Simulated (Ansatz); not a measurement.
## Geometry relaxation of SnO₂ (part 3 of 3)

Continued. System: SnO₂ (slab, 18 atoms in the cell). Method: DFT PBEsol, scalar-relativistic, plane waves, PAW, no spin polarisation (Ansatz 0.2.0); cutoff 420 eV, 4×6×1 k-mesh, Gaussian smearing of 0.05 eV. The structure derives from an entry of the Crystallography Open Database. The input holds or restrains some coordinates. Forces given for the steps count only the free coordinates. It belongs to a series of runs on one base structure; here: upper atoms moved at random (sigma 0.25 Å), then relaxed.

Geometry of the input (Å; fractional positions):
```
6.4241  0.0000  0.0000
0.0000  4.7690  0.0000
0.0000  0.0000  21.6167
O  0.2500  0.1937  0.3470
O  0.7500  0.1937  0.3470
Sn 0.0000  0.0000  0.3897
Sn 0.5000  0.0000  0.3897
O  0.2500  0.8063  0.4324
O  0.7500  0.8063  0.4324
O  0.0000  0.3063  0.4573
O  0.5000  0.3063  0.4573
Sn 0.2550  0.4817  0.4960
Sn 0.7543  0.4992  0.5024
O  0.0009  0.7088  0.5412
O  0.5042  0.7113  0.5387
O  0.2068  0.1744  0.5606
O  0.7489  0.2094  0.5913
Sn -0.0128  -0.0375  0.5851
Sn 0.5037  0.0121  0.6060
O  0.2403  0.9057  0.6626
O  0.7704  0.7976  0.6524
```

**Output, continued**
```
  k-point 13: bands = ["-22.7623", "-22.7623", "-22.7311", "-22.7311", "-22.5896", "-22.5895", "-22.4259", "-22.4258", "-22.3478", "-22.3478", "-22.2986", "-22.2986", "-22.0882", "-22.0882", "-22.0614", "-22.0614", "-22.0352", "-22.0352", "-22.0145", "-22.0145", "-22.0068", "-22.0068", "-21.9708", "-21.9708", "-21.9577", "-21.9577", "-21.9481", "-21.9481", "-21.9030", "-21.9030", "-19.5006", "-19.5005", "-19.3861", "-19.3861", "-18.8153", "-18.8152", "-18.1813", "-18.1813", "-17.4028", "-17.4027", "-17.2428", "-17.2427", "-8.8726", "-8.8726", "-8.4984", "-8.4984", "-8.0653", "-8.0652", "-6.6155", "-6.6154", "-5.9069", "-5.9069", "-5.7300", "-5.7300", "-5.1681", "-5.1681", "-4.9450", "-4.9449", "-4.7452", "-4.7452", "-4.4548", "-4.4548", "-3.8240", "-3.8240", "-3.5684", "-3.5684", "-3.2481", "-3.2481", "-2.9767", "-2.9766", "-2.6359", "-2.6358", "-2.6051", "-2.6050", "-2.4387", "-2.4386", "-2.2032", "-2.2031", "1.2495", "1.2495", "1.9353", "1.9354", "2.8774", "2.8775", "4.7523", "4.7524", "5.0748", "5.0749", "6.0519", "6.0519", "6.1584", "6.1585", "6.5484", "6.5484", "7.2571", "7.2572"]
--- Relaxed structure (8 steps of the walk, 8 accepted, 0 SCFs on fresh bases) ---
  F+E_penalty+E_count = -42423.76983882 eV   max|allowed force component| = 4.145e-3 eV/Å
  atoms:
    - { symbol: O, position: [0.25, 0.1937234956, 0.34695411] }
    - { symbol: O, position: [0.75, 0.1937234956, 0.34695411] }
    - { symbol: Sn, position: [0.0, 0.0, 0.38969244160000005] }
    - { symbol: Sn, position: [0.5, 0.0, 0.38969244160000005] }
    - { symbol: O, position: [0.25, 0.8062765044, 0.4324307732] }
    - { symbol: O, position: [0.75, 0.8062765044, 0.4324307732] }
    - { symbol: O, position: [0.0, 0.3062765044, 0.4572616684] }
    - { symbol: O, position: [0.5, 0.3062765044, 0.4572616684] }
    - { symbol: Sn, position: [0.2500017022964383, 0.4952497282404604, 0.5001141646919952] }
    - { symbol: Sn, position: [0.7500020089547941, 0.4952574522239486, 0.5001126585290235] }
    - { symbol: O, position: [4.398304723334608e-6, 0.7041503118358274, 0.5407659494033193] }
    - { symbol: O, position: [0.5000031368575955, 0.7041498591721944, 0.5407647571759779] }
    - { symbol: O, position: [0.25000304803120743, 0.21960699664040692, 0.5725735947007249] }
    - { symbol: O, position: [0.7500082976469022, 0.219607140934346, 0.5725723747588197] }
    - { symbol: Sn, position: [1.2767331668989107e-5, -0.016601894548829068, 0.6116938418633163] }
    - { symbol: Sn, position: [0.5000102411804471, -0.01660308292137955, 0.6116923876810136] }
    - { symbol: O, position: [0.2500134310735415, 0.8568553744374021, 0.6600127953162815] }
    - { symbol: O, position: [0.7500115839940514, 0.856864206151336, 0.6600131127800608] }
```

**Trajectory as extended XYZ (Å, eV, eV/Å), 8 frames, from step=1 to step=8**
```
18
Lattice="6.4241 0.0000 0.0000 0.0000 4.7690 0.0000 0.0000 0.0000 21.6167" Properties=species:S:1:pos:R:3:forces:R:3 step=1 energy=-42414.84436
O     1.6060    0.9239    7.5000   -0.0056  -1.2038   0.4099
O     4.8181    0.9239    7.5000   -0.0239  -1.2837   0.2965
Sn    0.0000    0.0000    8.4239   -0.1923   1.9859  -1.1490
Sn    3.2121    0.0000    8.4239    0.1768   1.9847  -0.9364
O     1.6060    3.8451    9.3477   -0.1369  -0.8812   0.1197
O     4.8181    3.8451    9.3477    0.2296  -0.9757   0.4703
O     0.0000    1.4606    9.8845   -0.8815  -0.1236   0.0260
O     3.2121    1.4606    9.8845    1.1744  -0.5208   0.0602
Sn    1.6382    2.2974   10.7213   -0.1630   0.7424   0.8154
Sn    4.8456    2.3808   10.8611   -1.0775  -0.6811  -0.1429
O     0.0060    3.3801   11.6994    1.6854 -21.0552 -17.1190
O     3.2391    3.3921   11.6449   -0.5785  -0.6251  -0.5404
O     1.3285    0.8317   12.1188    5.3033   4.3058  -2.4068
O     4.8110    0.9984   12.7825    0.8525   5.3792  -3.8965
Sn   -0.0820   -0.1786   12.6480   -2.6601  15.8539  23.3350
Sn    3.2358    0.0577   13.1000   -4.0532  -4.0889   5.2634
O     1.5437    4.3193   14.3221    1.0873   0.5343  -2.7531
O     4.9490    3.8038   14.1032   -0.7366   0.6527  -1.8525
18
Lattice="6.4241 0.0000 0.0000 0.0000 4.7690 0.0000 0.0000 0.0000 21.6167" Properties=species:S:1:pos:R:3:forces:R:3 step=2 energy=-42421.45936
O     1.6060    0.9239    7.5000    0.0266  -1.2526   0.3112
O     4.8181    0.9239    7.5000   -0.0479  -1.3156   0.2015
Sn    0.0000    0.0000    8.4239   -0.1840   2.1486  -0.5625
Sn    3.2121    0.0000    8.4239    0.1754   2.0257  -0.6110
O     1.6060    3.8451    9.3477   -0.0075  -0.6681  -0.2750
O     4.8181    3.8451    9.3477    0.0477  -0.8741   0.1405
O     0.0000    1.4606    9.8845   -0.8816  -0.3582  -0.3313
O     3.2121    1.4606    9.8845    1.0790  -0.6156  -0.3136
Sn    1.6426    2.3147   10.7188   -0.5927   0.7117   0.9757
Sn    4.8154    2.3641   10.8420   -0.3247  -0.4810   0.5332
O     0.0134    3.3017   11.6469    0.3350  -4.3082  -4.4316
O     3.2211    3.3837   11.6475   -0.4123  -0.2548  -0.2361
O     1.4032    0.8961   12.1179    2.4680   1.4685  -0.8697
O     4.7804    1.0905   12.6919   -0.0561   2.5768  -3.1209
Sn   -0.0516   -0.1470   12.8377   -0.3048   2.6807   8.7186
Sn    3.2151   -0.0103   13.2100   -0.7959  -2.2191   2.2453
O     1.5642    4.3230   14.2675    0.1665   0.0868  -1.2977
O     4.9159    3.8109   14.0723   -0.6912   0.6494  -1.0788
18
Lattice="6.4241 0.0000 0.0000 0.0000 4.7690 0.0000 0.0000 0.0000 21.6167" Properties=species:S:1:pos:R:3:forces:R:3 step=3 energy=-42423.20194
O     1.6060    0.9239    7.5000    0.0193  -1.2849   0.2802
O     4.8181    0.9239    7.5000   -0.0306  -1.3210   0.1879
Sn    0.0000    0.0000    8.4239   -0.1480   2.1734  -0.4266
Sn    3.2121    0.0000    8.4239    0.1418   2.0714  -0.5171
O     1.6060    3.8451    9.3477    0.0301  -0.6917  -0.2543
O     4.8181    3.8451    9.3477   -0.0329  -0.8936   0.1363
O     0.0000    1.4606    9.8845   -0.7342  -0.2061  -0.1314
O     3.2121    1.4606    9.8845    0.6686  -0.3057  -0.0636
Sn    1.6255    2.3367   10.7492   -0.3115   0.3712  -0.0153
Sn    4.8082    2.3619   10.8462   -0.0830  -0.3614  -0.4387
O     0.0071    3.3361   11.6088    0.0564  -0.7668  -0.7599
O     3.2054    3.3750   11.6405   -0.2461   0.2365   0.5637
O     1.4661    0.9071   12.1278    1.1097   0.2186   0.5250
O     4.7669    1.1332   12.5519    0.0399   0.2371  -0.8364
Sn   -0.0217   -0.1419   13.0299    0.0457   1.1620   2.1128
Sn    3.2254   -0.0746   13.2638    0.1821  -0.5329  -0.8580
O     1.5887    4.3074   14.2481   -0.3169  -0.4364   0.4269
O     4.8762    3.8239   14.0609   -0.3907   0.3293   0.0662
18
Lattice="6.4241 0.0000 0.0000 0.0000 4.7690 0.0000 0.0000 0.0000 21.6167" Properties=species:S:1:pos:R:3:forces:R:3 step=4 energy=-42423.65641
O     1.6060    0.9239    7.5000   -0.0041  -1.3138   0.2542
O     4.8181    0.9239    7.5000   -0.0002  -1.3258   0.2041
Sn    0.0000    0.0000    8.4239   -0.0875   2.1637  -0.4579
Sn    3.2121    0.0000    8.4239    0.0841   2.1720  -0.4479
O     1.6060    3.8451    9.3477   -0.0042  -0.7269  -0.1136
O     4.8181    3.8451    9.3477    0.0015  -0.8810   0.1268
O     0.0000    1.4606    9.8845   -0.3240  -0.0522   0.1283
O     3.2121    1.4606    9.8845    0.2755  -0.1321   0.0620
Sn    1.6090    2.3544   10.7787   -0.1488   0.1800   0.0330
Sn    4.8173    2.3618   10.8326   -0.0088  -0.1365  -0.0736
O     0.0009    3.3649   11.6811    0.2098  -0.2989  -0.3103
O     3.2025    3.3406   11.6776   -0.0885   0.2943   0.2942
O     1.5720    0.9966   12.2665    0.4000  -0.2212   0.5045
O     4.7944    1.0989   12.4639    0.1613  -0.0874  -0.2202
Sn    0.0502   -0.0807   13.1789   -0.4298   0.2497   0.3699
Sn    3.2467   -0.1129   13.2467    0.3283   0.1886  -0.5773
O     1.6575    4.2258   14.3306   -0.3397  -0.1801   0.0130
O     4.8868    3.9403   14.1555   -0.0270   0.1069   0.2079
18
Lattice="6.4241 0.0000 0.0000 0.0000 4.7690 0.0000 0.0000 0.0000 21.6167" Properties=species:S:1:pos:R:3:forces:R:3 step=5 energy=-42423.76071
O     1.6060    0.9239    7.5000   -0.0032  -1.3191   0.2292
O     4.8181    0.9239    7.5000    0.0016  -1.3245   0.2315
Sn    0.0000    0.0000    8.4239    0.0097   2.1657  -0.4695
Sn    3.2121    0.0000    8.4239   -0.0116   2.1785  -0.4476
O     1.6060    3.8451    9.3477   -0.0060  -0.8022   0.0017
O     4.8181    3.8451    9.3477    0.0189  -0.7953   0.0091
O     0.0000    1.4606    9.8845   -0.0150  -0.0670   0.1711
O     3.2121    1.4606    9.8845    0.0211  -0.0587   0.1652
Sn    1.6049    2.3587   10.8061    0.1067   0.0267   0.1359
Sn    4.8201    2.3657   10.8089   -0.0511   0.0171   0.0985
O     0.0103    3.3559   11.6916   -0.0837  -0.0121  -0.0953
O     3.2111    3.3599   11.6866    0.0462  -0.0458  -0.1187
O     1.6169    1.0504   12.3866   -0.0708   0.1696  -0.2258
O     4.8176    1.0635   12.3843    0.1075   0.0455  -0.1624
Sn    0.0162   -0.0715   13.2118    0.0507  -0.1064   0.3136
Sn    3.2262   -0.0677   13.2046    0.0004  -0.1404   0.3385
O     1.6309    4.0773   14.2581   -0.1096   0.0804  -0.1169
O     4.8352    4.1027   14.2602   -0.0110  -0.0129  -0.0588
18
Lattice="6.4241 0.0000 0.0000 0.0000 4.7690 0.0000 0.0000 0.0000 21.6167" Properties=species:S:1:pos:R:3:forces:R:3 step=6 energy=-42423.76251
O     1.6060    0.9239    7.5000   -0.0004  -1.3215   0.2291
O     4.8181    0.9239    7.5000    0.0003  -1.3216   0.2287
Sn    0.0000    0.0000    8.4239    0.0002   2.1601  -0.4440
Sn    3.2121    0.0000    8.4239   -0.0003   2.1616  -0.4420
O     1.6060    3.8451    9.3477    0.0001  -0.8254   0.0265
O     4.8181    3.8451    9.3477    0.0011  -0.8273   0.0299
O     0.0000    1.4606    9.8845   -0.0015  -0.0044   0.2006
O     3.2121    1.4606    9.8845    0.0021  -0.0028   0.2019
Sn    1.6058    2.3607   10.8117    0.0110  -0.0009  -0.0506
Sn    4.8184    2.3608   10.8121   -0.0040  -0.0013  -0.0455
O     0.0011    3.3690   11.6824   -0.0113  -0.0992   0.0957
O     3.2119    3.3682   11.6825    0.0075  -0.0969   0.0950
O     1.6069    1.0226   12.3609    0.0013   0.1091   0.0500
O     4.8188    1.0215   12.3611    0.0019   0.1264   0.0331
Sn    0.0019   -0.0822   13.2311   -0.0063  -0.0034  -0.0664
Sn    3.2136   -0.0836   13.2310   -0.0062   0.0032  -0.0611
O     1.6072    4.1028   14.2897    0.0070  -0.0240  -0.0428
O     4.8201    4.1042   14.2900   -0.0019  -0.0315  -0.0386
18
Lattice="6.4241 0.0000 0.0000 0.0000 4.7690 0.0000 0.0000 0.0000 21.6167" Properties=species:S:1:pos:R:3:forces:R:3 step=7 energy=-42423.76969
O     1.6060    0.9239    7.5000    0.0000  -1.3228   0.2288
O     4.8181    0.9239    7.5000    0.0000  -1.3228   0.2287
Sn    0.0000    0.0000    8.4239    0.0003   2.1729  -0.4508
Sn    3.2121    0.0000    8.4239   -0.0003   2.1730  -0.4505
O     1.6060    3.8451    9.3477   -0.0002  -0.8074   0.0153
O     4.8181    3.8451    9.3477    0.0002  -0.8071   0.0153
O     0.0000    1.4606    9.8845   -0.0010  -0.0389   0.1816
O     3.2121    1.4606    9.8845    0.0003  -0.0386   0.1815
Sn    1.6060    2.3623   10.8094    0.0018   0.0181   0.0203
Sn    4.8181    2.3625   10.8094   -0.0010   0.0157   0.0213
O     0.0001    3.3596   11.6879   -0.0006   0.0007  -0.0029
O     3.2120    3.3598   11.6878    0.0006  -0.0004  -0.0029
O     1.6060    1.0502   12.3763    0.0002  -0.0144   0.0153
O     4.8180    1.0503   12.3764    0.0018  -0.0143   0.0141
Sn    0.0003   -0.0773   13.2210   -0.0007  -0.0123  -0.0202
Sn    3.2123   -0.0773   13.2212    0.0008  -0.0125  -0.0233
O     1.6064    4.0846   14.2627   -0.0025   0.0058   0.0141
O     4.8184    4.0846   14.2626    0.0003   0.0054   0.0144
18
Lattice="6.4241 0.0000 0.0000 0.0000 4.7690 0.0000 0.0000 0.0000 21.6167" Properties=species:S:1:pos:R:3:forces:R:3 step=8 energy=-42423.76984
O     1.6060    0.9239    7.5000    0.0000  -1.3231   0.2287
O     4.8181    0.9239    7.5000    0.0000  -1.3230   0.2286
Sn    0.0000    0.0000    8.4239    0.0001   2.1714  -0.4503
Sn    3.2121    0.0000    8.4239   -0.0001   2.1714  -0.4503
O     1.6060    3.8451    9.3477    0.0000  -0.8157   0.0285
O     4.8181    3.8451    9.3477    0.0001  -0.8155   0.0283
O     0.0000    1.4606    9.8845    0.0001  -0.0328   0.1906
O     3.2121    1.4606    9.8845    0.0001  -0.0328   0.1906
Sn    1.6060    2.3618   10.8108   -0.0002   0.0041   0.0031
Sn    4.8181    2.3619   10.8108    0.0001   0.0036   0.0038
O     0.0000    3.3581   11.6896    0.0000  -0.0004   0.0007
O     3.2121    3.3581   11.6895    0.0000  -0.0003   0.0009
O     1.6061    1.0473   12.3771    0.0003  -0.0010   0.0011
O     4.8182    1.0473   12.3771   -0.0002  -0.0009   0.0010
Sn    0.0001   -0.0792   13.2228   -0.0005  -0.0034  -0.0031
Sn    3.2121   -0.0792   13.2228    0.0002  -0.0033  -0.0029
O     1.6061    4.0863   14.2673    0.0000   0.0009   0.0003
O     4.8182    4.0864   14.2673   -0.0001   0.0008   0.0003
```

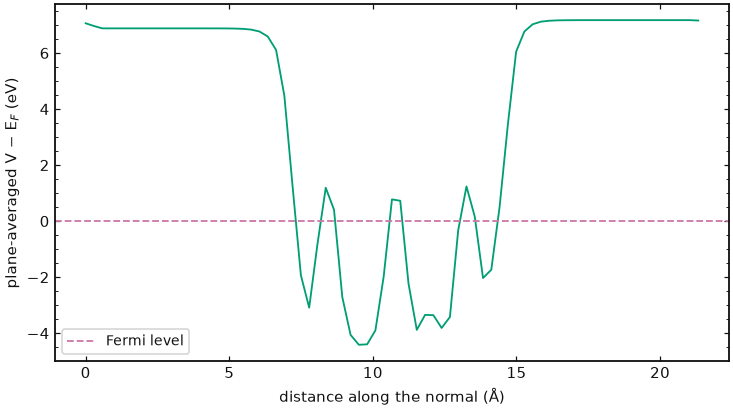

Fig. 1: Plane average of the electrostatic potential energy of an electron across the cell, from the Fermi level. The vacuum level lies 7.17 eV above the Fermi level on the upper side and 6.88 eV on the lower.

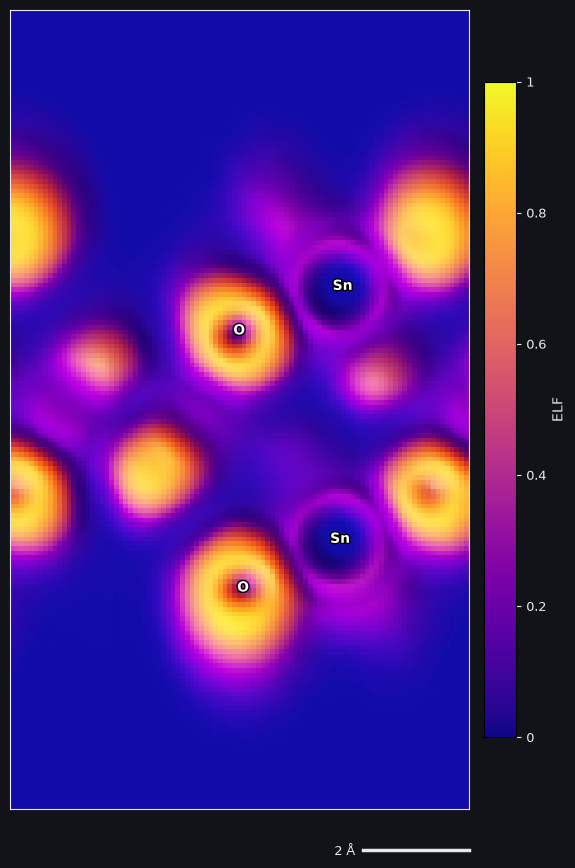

Fig. 2: ELF on the (110) plane of the calculation cell, a cut from vacuum to vacuum. Sn–O (2.07 Å): the ELF is about 0.30 at the midpoint. Sn–O (2.14 Å): the ELF is about 0.25 at the midpoint. The fields are those of the smooth PAW valence density.

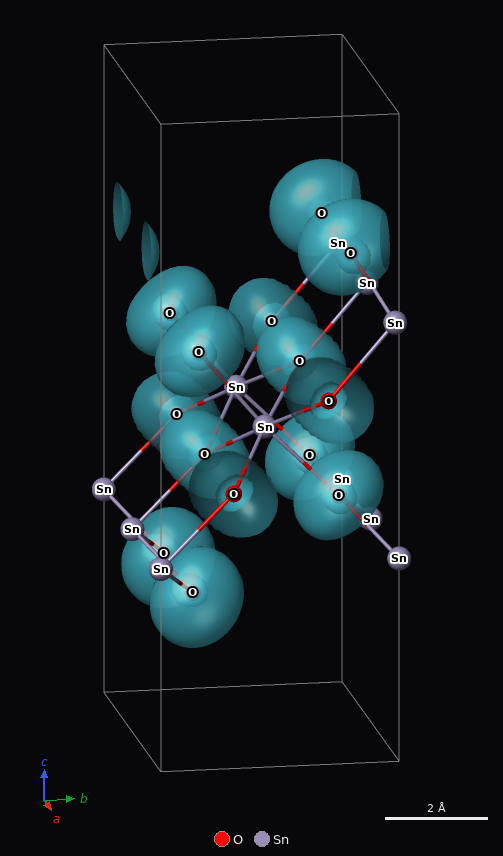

Fig. 3: Isosurface of the electron localisation function at 0.7 (cyan), seen slightly off an axis. Only the valence region is drawn (cores and ρ < 0.01 e/Å³ removed). Sticks mark near contacts. Profiles from the grid: Sn–O (2.01 Å): the ELF is about 0.30 at the midpoint. Sn–O (2.06 Å): the ELF is about 0.25 at the midpoint.

**Key numbers**

```tsv
quantity	value
outcome	converged under the restraints of the input
electrons treated	156
free energy	−42423.7698 eV
work function, top face	7.17 eV
work function, bottom face	6.88 eV
Fermi energy	−1.398 eV
gap on the k-point mesh	1.39 eV
final volume	662.26 Å³
work function (upper face)	7.17 eV
largest force (length of the vector) at the end, held atoms and coordinates included	2.218 eV/Å
wall time	4.4 min (CPU time 17 min)
peak memory	1.9 GiB
```

**Remarks**

Warnings of the run: the exchange-correlation potential is rough where the density is thin.
